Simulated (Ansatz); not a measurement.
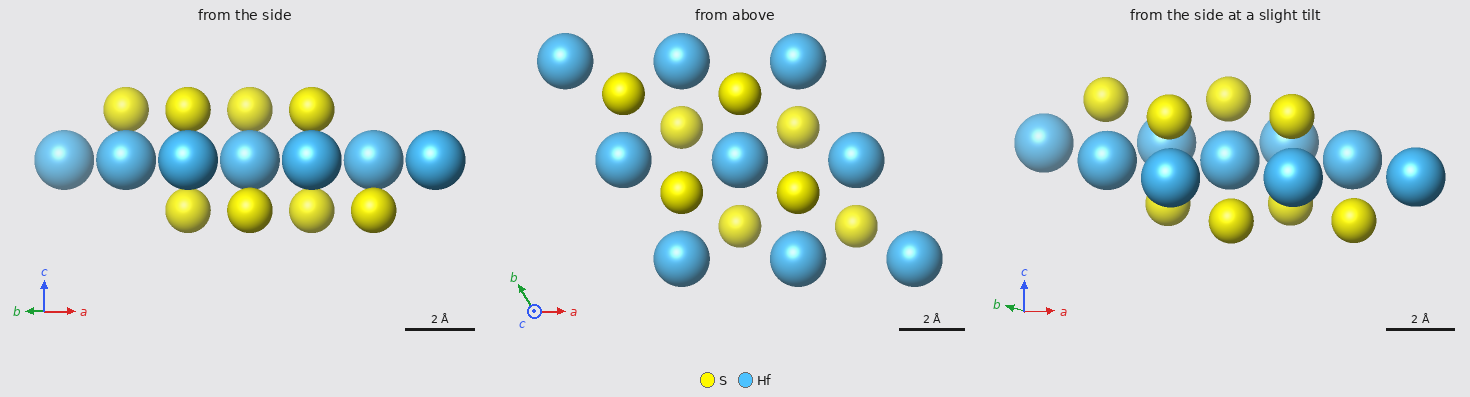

A spheres-only picture of a periodic sheet, seen from the side, from above and from the side at a slight tilt. The surface normal points up in side views; the vacuum is left out. 2×2 cells are drawn in the plane, with atoms at the edges repeated.

The cell holds 1 Hf, 2 S.

> How is each face terminated?

The top face ends in S, the bottom face in S. The two faces are alike.

> What height do the atoms span?

About 2.9 Å from the lowest to the highest atom.

> What layers make up the slab, from top to bottom?

Three planes: S / Hf / S.

It goes back to a structure listed in the Materials Project, from which a slab or single sheet was cut. The cell was then strained or its atoms displaced on purpose. The atoms were relaxed in a fixed cell with DFT PBE+D3(BJ), scalar-relativistic, plane waves, PAW in Ansatz 0.2.0.
